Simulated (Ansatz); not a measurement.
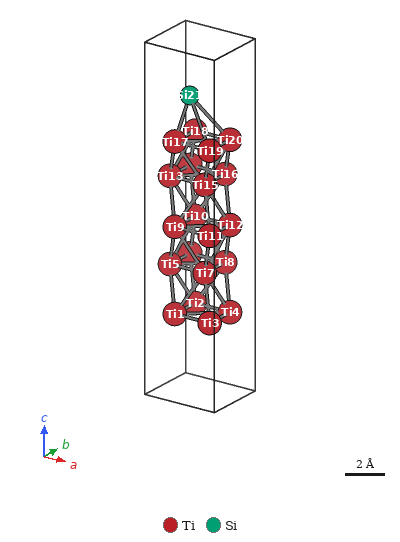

Figure 1. The structure as given in the input (ball-and-stick view of the cell of the calculation, with the vacuum cut short, seen slightly off an axis; atoms are numbered from 1 in the order of the input). An atom can appear more than once, as a periodic image. Near neighbours in the periodic cell (some may lie outside the picture): Ti has 9 Ti at 2.73 to 2.89 Å; Ti has 12 Ti at 2.73 to 2.89 Å; Ti has 1 Si at 2.64 to 3.33 Å and 9 Ti at 2.73 to 2.89 Å; Si has 3 Ti at 2.64 to 3.33 Å.

Single-point calculation, with input and output: Ti20Si (part 1 of 2)

System: Ti20Si (slab, 21 atoms in the cell).
Method: DFT PBE+D3(BJ), scalar-relativistic, plane waves, PAW, PAW set soft_1, no spin polarisation (Ansatz 0.2.0).

The structure derives from an entry of the Crystallography Open Database. Figures and captions count atoms from 1; the log counts them from 0 in places.

**The program's output**
```
Engine: ansatz 0.2.0, aarch64-unknown-linux-gnu
Pseudopotentials: kind: paw
Pseudopotential: Ti, paw, valence charge 12, recommended cutoff 420 eV (normal), [file]
Pseudopotential: Si, paw, valence charge 4, recommended cutoff 420 eV (normal), [file]
Functional definition: PBE
  parameter kappa = 0.804
  parameter beta = 0.06672455060314922
  exchange = pbe_x(kappa = kappa, mu = beta*pi^2/3)
  correlation = pbe_c(beta = beta)
Crystal: 21 atoms, lattice volume = 765.080 Å³
Basis set: ecut = 420 eV, 15017 PW (Γ), exchange–correlation on 80×80×360 points (8 copies of the dense FFT grid, shifted against one another)
Bands: 147, of which v1, the nominal top of the filled ones, is band 122 counted from 1 (121 counted from 0)
Symmetry: 2 space group operations
Space group: Cm (ITA 8), of the structure as read, at distance tolerance 9.1e-5 Å
k-points: 13 of 36 (time reversal used)
Non-local potential: Ti, projectors of the file, l = 0: 3, l = 1: 2, l = 2: 3, l = 3: 1
Non-local potential: Si, projectors of the file, l = 0: 2, l = 1: 2, l = 2: 1
PAW form: soft (Blöchl's): semilocal exchange-correlation on the pseudo side does not see the compensation charge
PAW one-centre angular grid: Ti, 590 points (default); XC on 64 Gauss nodes
PAW one-centre angular grid: Si, 110 points (default); XC on 64 Gauss nodes
Initial density: superposition of atomic densities (neutral atoms: chi_scale 0, normalization atom)
Initial wavefunctions: pseudopotential atomic-orbital guess
Functional: x = pbe(κ = 0.804, μ = 0.2195149727645171), c = pbe(β = 0.06672455060314922)
SCF iter   1: F=—  HF=-50649.436512 eV  |F-HF|=—  |Δ(HF+E_count)|=         —  Δρ=6.01e-2  dr2=5.18e2  ethr=3.10e-3  p=0.000 e·Å  D=1.71e-7 V/Å  ΔV_dip=-0.00 eV  dr2_dipole=1.86e0  V_vac-E_F(+/−)=8.32/8.32 eV  ⟨swp⟩=9.5  Hψ=8911  notcnv=0
efield: sawtooth ramp at fractional position 0.8499 (placed from the atoms, in the widest stretch of the axis that holds none; the zero of the levels goes with the place), width 0.0400; the density the first Hamiltonian is built on has a dipole p = 0.000 e·Å; the dipole correction subtracts the counter field D = 1.71e-7 V/Å, which shifts the + side's vacuum level by -0.00 eV against the − side's; the planar-averaged density in the ramp window peaks in size at 8.4e-7 e/Å³
preconditioner: auto → LDOS  [metal: Δε(μ)=0.003 eV  Ē_g=2.752 eV  σ=0.100 eV  W_gap=0.02  n_scr=138 (ndim 8)  ℏωp=12.3 eV  f_vac=0.457  D(μ)=35.23/eV (n_scr^D=306)  β→1.0]
SCF iter   2: F=—  HF=-50645.585664 eV  |F-HF|=—  |Δ(HF+E_count)|=    3.85e0  Δρ=6.87e-2  dr2=5.84e2  ethr=3.10e-3  p=-0.363 e·Å  D=-8.59e-2 V/Å  ΔV_dip=2.28 eV  dr2_dipole=1.60e2  V_vac-E_F(+/−)=3.33/1.06 eV  ⟨swp⟩=10.2  Hψ=7659  notcnv=0  defer=110
SCF iter   3: F=—  HF=-50631.637213 eV  |F-HF|=—  |Δ(HF+E_count)|=    1.39e1  Δρ=1.27e-2  dr2=7.65e0  ethr=3.10e-3  p=0.038 e·Å  D=9.00e-3 V/Å  ΔV_dip=-0.24 eV  dr2_dipole=4.82e0  V_vac-E_F(+/−)=4.96/5.20 eV  ⟨swp⟩=8.4  Hψ=6543  notcnv=0  defer=124
SCF iter   4: F=—  HF=-50631.509486 eV  |F-HF|=—  |Δ(HF+E_count)|=   1.28e-1  Δρ=4.95e-3  dr2=3.61e-1  ethr=3.10e-3  p=-0.038 e·Å  D=-8.92e-3 V/Å  ΔV_dip=0.24 eV  dr2_dipole=1.61e-2  V_vac-E_F(+/−)=5.19/4.95 eV  ⟨swp⟩=5.0  Hψ=2926  notcnv=0  defer=102
SCF iter   5: F=—  HF=-50631.491142 eV  |F-HF|=—  |Δ(HF+E_count)|=   1.83e-2  Δρ=2.20e-3  dr2=1.96e-1  ethr=1.48e-4  p=-0.049 e·Å  D=-1.16e-2 V/Å  ΔV_dip=0.31 eV  dr2_dipole=9.87e-2  V_vac-E_F(+/−)=5.07/4.76 eV  ⟨swp⟩=4.5  Hψ=3046  notcnv=0  defer=105
SCF iter   6: F=—  HF=-50631.494567 eV  |F-HF|=—  |Δ(HF+E_count)|=   3.43e-3  Δρ=1.02e-3  dr2=7.60e-2  ethr=8.04e-5  p=-0.054 e·Å  D=-1.28e-2 V/Å  ΔV_dip=0.34 eV  dr2_dipole=4.71e-2  V_vac-E_F(+/−)=5.01/4.67 eV  ⟨swp⟩=1.7  Hψ=2035  notcnv=0  defer=101
SCF iter   7: F=—  HF=-50631.494737 eV  |F-HF|=—  |Δ(HF+E_count)|=   1.69e-4  Δρ=3.80e-4  dr2=6.96e-3  ethr=3.12e-5  p=-0.058 e·Å  D=-1.37e-2 V/Å  ΔV_dip=0.36 eV  dr2_dipole=1.82e-3  V_vac-E_F(+/−)=4.99/4.63 eV  ⟨swp⟩=1.3  Hψ=1910  notcnv=0  defer=101
SCF iter   8: F=—  HF=-50631.494949 eV  |F-HF|=—  |Δ(HF+E_count)|=   2.12e-4  Δρ=1.48e-4  dr2=3.82e-4  ethr=2.85e-6  p=-0.063 e·Å  D=-1.49e-2 V/Å  ΔV_dip=0.40 eV  dr2_dipole=3.45e-5  V_vac-E_F(+/−)=4.99/4.60 eV  ⟨swp⟩=2.3  Hψ=2373  notcnv=0  defer=101
SCF iter   9: F=—  HF=-50631.495016 eV  |F-HF|=—  |Δ(HF+E_count)|=   6.69e-5  Δρ=7.16e-5  dr2=1.79e-4  ethr=1.57e-7  p=-0.066 e·Å  D=-1.56e-2 V/Å  ΔV_dip=0.41 eV  dr2_dipole=4.33e-5  V_vac-E_F(+/−)=5.00/4.58 eV  ⟨swp⟩=3.4  Hψ=3051  notcnv=0  defer=101
SCF iter  10: F=—  HF=-50631.495027 eV  |F-HF|=—  |Δ(HF+E_count)|=   1.18e-5  Δρ=1.96e-5  dr2=4.15e-6  ethr=7.34e-8  p=-0.066 e·Å  D=-1.57e-2 V/Å  ΔV_dip=0.42 eV  dr2_dipole=8.69e-7  V_vac-E_F(+/−)=5.00/4.58 eV  ⟨swp⟩=1.9  Hψ=2143  notcnv=0  defer=101
SCF iter  11: F=—  HF=-50631.495079 eV  |F-HF|=—  |Δ(HF+E_count)|=   5.13e-5  Δρ=9.94e-6  dr2=1.98e-6  ethr=1.70e-9  p=-0.067 e·Å  D=-1.58e-2 V/Å  ΔV_dip=0.42 eV  dr2_dipole=9.49e-7  V_vac-E_F(+/−)=5.00/4.58 eV  ⟨swp⟩=3.8  Hψ=3317  notcnv=0  defer=101
SCF iter  12: F=—  HF=-50631.495079 eV  |F-HF|=—  |Δ(HF+E_count)|=   5.75e-7  Δρ=2.91e-6  dr2=1.16e-7  ethr=8.13e-10  p=-0.067 e·Å  D=-1.59e-2 V/Å  ΔV_dip=0.42 eV  dr2_dipole=2.40e-9  V_vac-E_F(+/−)=5.00/4.58 eV  ⟨swp⟩=2.1  Hψ=2217  notcnv=0  defer=101
SCF iter  13: F=-50631.495079 eV  HF=-50631.495079 eV  |F-HF|=9.74e-9  |Δ(HF+E_count)|=   1.55e-7  Δρ=1.32e-6  dr2=3.45e-8  ethr=4.10e-11  p=-0.067 e·Å  D=-1.59e-2 V/Å  ΔV_dip=0.42 eV  dr2_dipole=1.53e-8  V_vac-E_F(+/−)=5.00/4.58 eV  ⟨swp⟩=30.9  Hψ=18832  notcnv=0
SCF 1 converged in 13 iterations: F = -50631.495079 eV  dr2 = 3.45e-8
  greatest PAW one-centre occupation: 0.999 electrons in one spin orbital (limit 2), on the Ti atom at site 8 (counted from 0), in its partial waves of l = 0
```

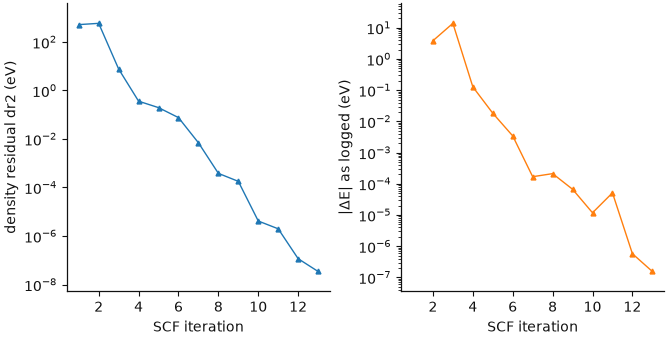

Figure 2. Convergence of the self-consistent field: density residual dr2 and size of the energy change against the SCF iteration. The residual falls almost steadily, with no more than small rises.

```
WARN: The output density's exchange-correlation potential varies sharply where the density is thin. Do not read a vacuum level from v_tot or v_xc, or from such a field of the output density. On a cell that repeats whose density bears no net charge and no dipole along the vacuum's axis use v_es (v_loc + v_h of the components); under efield.dipole_correction with no amplitude use v_es + v_field, which holds any external_charges[].barrier, or the levels of the report's work_function block, which leave it out; under a non-zero efield.amplitude the vacuum is tilted and has no level; on a cell that repeats and bears such a dipole with no correction it is tilted too, and efield.dipole_correction with no amplitude gives each side of its ramp a level where efield: is served; in a cell that repeats whose density bears a net charge (total_charge, or a fill off its count) it is curved and has none; of a slab under crystal.periodic whose density bears no net charge use v_es, which has a level on each side, short of where the two are joined; of another it falls or rises all the way out and has none; of a slab beside external_charges read slab_vacuum_level instead, which it has where they leave it neutral. The grid or the basis barely resolves most such structure, and the values can differ between equally converged runs; as a rule a tighter scf.convergence.dr2_threshold does not remove it. Where the density itself ripples (under the LDA too) a higher basis.ecutwfc lessens it. The files hold the spikes' plane waves up to the density's cutoff. Files: v_tot_of_output_density and the like, and their columns of v_z.tsv (output.write_potential); v_xc_of_output_density and the like, and their columns of v_comp_z.tsv (output.write_potential_components). Measured: with its Gaussian average of σ = 0.25 Å subtracted twice, the exchange-correlation potential is over 0.1 eV at 493 of the grid points where the equally averaged density (valence and model cores) is under 1e-3 e/Å³, and 0.350 eV at the most among them, at an averaged density of 9.1e-4 e/Å³. The input density's (outcome.potential() and, of a run that writes arrays, v_tot and v_xc) is over 0.1 eV, so measured, at 440 points of its own thin density, 0.349 eV at the most. See output.write_potential in the manual, Limitations
SCF converged after 13 iterations
Free energy (F): -50631.495079 eV
Harris-Foulkes:  -50631.495079 eV  (|F-HF|=9.74e-9)
Internal energy: -50631.340830 eV  (E = F + TS)
E sigma→0 (E₀):  -50631.417955 eV
Entropy (-TS):   -0.154249 eV (-7.345 meV/atom)
Fermi energy:    3.771227 eV
Dipole field:    D = -0.015786 V/Å  (p = -0.066743 e·Å, saw-weighted, corrected)
Work function:   Φ+ = 4.9954 eV   Φ− = 4.5769 eV
Levels:          The Fermi level and band energies are counted from a zero that moves with the ramp; work functions are not
--- Per-component energies (eV) ---
  E_band       = -5437.757046
  E_kinetic    = 5671.691255
  E_local      = -278246.410677  (includes V_loc(G=0)·N_el)
  E_nonlocal   = 1237.882361
  E_hartree    = 136171.240100
  E_xc         = -2375.609025
  E_vxc        = -2951.130261  (∫ρ·V_xc dr)
  E_paw        = -21359.071081  (= ΣΔE_a)
  E_vpaw       = -3487.994760  (= ΣTr[D̂ρ^β])
  E_aug_tail   = -0.001540  (compensation charges beyond the density's cutoff)
  E_efield     = 0.000527  (sawtooth field / dipole correction)
  E_vefield    = -4.234069  (∫n·V_field dr)
  E_ewald      = 108279.382193
  E_disp       = -10.444943  (pairwise vdW)
  E_smearing   = -0.154249  (= −TS)
  E_closure    = 0.000000  (closes the sum)
  Σ components = -50631.495079   (vs F -50631.495079, Δ=0.00e0)
--- Forces (eV/Å), atoms counted from 1 ---
  atom   1  Ti     0.00271861     0.00156959     0.46399876
  atom   2  Ti    -0.00709868    -0.00409843     0.47081356
  atom   3  Ti     0.00133349     0.00451676     0.46885610
  atom   4  Ti     0.00457837    -0.00110354     0.46885610
  atom   5  Ti    -0.01920226     0.01986435    -0.47386658
  atom   6  Ti     0.00760190    -0.02656182    -0.47386658
  atom   7  Ti     0.02043967     0.01180085    -0.48967617
  atom   8  Ti    -0.01273852    -0.00735459    -0.45329717
  atom   9  Ti    -0.01654454    -0.00955199     0.11388088
  atom  10  Ti     0.01260643     0.00727832     0.02125592
  atom  11  Ti     0.00931760    -0.02122360     0.01313464
  atom  12  Ti    -0.01372138     0.01868108     0.01313464
  atom  13  Ti    -0.06190012     0.02138639    -0.23352821
  atom  14  Ti    -0.01242890    -0.06430028    -0.23352821
  atom  15  Ti     0.13367320     0.07717626    -0.36281172
  atom  16  Ti    -0.02198462    -0.01269283    -0.10706135
  atom  17  Ti     0.39969615     0.23076468     0.30097461
  atom  18  Ti     0.11098628     0.06407796     0.80959073
  atom  19  Ti    -0.48359874     0.17126000     0.79785091
  atom  20  Ti    -0.09348386    -0.50443879     0.79785091
  atom  21  Si     0.03975055     0.02294999    -1.91264107
  max |Σ_I F_I| component: 7.93e-5 eV/Å
--- Band table (eV; the first three rows and the last of 13) ---
  k-point 0: bands = ["-53.0674", "-53.0600", "-52.9855", "-52.9641", "-52.9637", "-52.9631", "-52.9583", "-52.8928", "-52.8307", "-52.7902", "-52.7765", "-52.7749", "-52.7747", "-52.7529", "-52.7523", "-52.7514", "-52.7389", "-52.7328", "-52.7310", "-52.7065", "-29.6217", "-29.6092", "-29.5704", "-29.5700", "-29.5689", "-29.5533", "-29.5476", "-29.5350", "-29.5273", "-29.5150", "-29.4822", "-29.4786", "-29.4774", "-29.4583", "-29.3694", "-29.3666", "-29.3552", "-29.2967", "-29.2723", "-29.2719", "-29.2552", "-29.1963", "-29.1912", "-29.1262", "-29.1261", "-29.1247", "-29.1246", "-29.1232", "-29.1045", "-29.0852", "-29.0651", "-29.0580", "-29.0349", "-28.9904", "-28.9902", "-28.9827", "-28.9757", "-28.9756", "-28.9706", "-28.9628", "-28.9613", "-28.9515", "-28.9506", "-28.9502", "-28.9177", "-28.9167", "-28.9069", "-28.8978", "-28.8802", "-28.8747", "-28.8451", "-28.8395", "-28.8335", "-28.8262", "-28.8261", "-28.8166", "-28.7834", "-28.7831", "-28.7504", "-28.7497", "-2.6946", "-2.1417", "-1.3855", "-0.3774", "0.4955", "0.9195", "1.1059", "1.1077", "1.1094", "1.1751", "1.1803", "1.1869", "1.4589", "1.4646", "1.4697", "1.5010", "1.5158", "1.5200", "1.6262", "1.6292", "1.6385", "2.1745", "2.1995", "2.2158", "2.5815", "2.5863", "2.5958", "2.7765", "2.7987", "2.7994", "2.9270", "2.9452", "2.9546", "3.4722", "3.5324", "3.6182", "3.6731", "3.8919", "4.0237", "4.0646", "4.0815", "4.1856", "4.2523", "4.4488", "4.4507", "4.4510", "4.4540", "4.4599", "4.4848", "4.5013", "4.5041", "4.5629", "4.5636", "4.6353", "4.7095", "4.7135", "4.7487", "4.8247", "4.8488", "4.8571", "4.8582", "4.8674", "4.8853", "4.9263", "4.9309", "4.9808", "4.9919"]
```
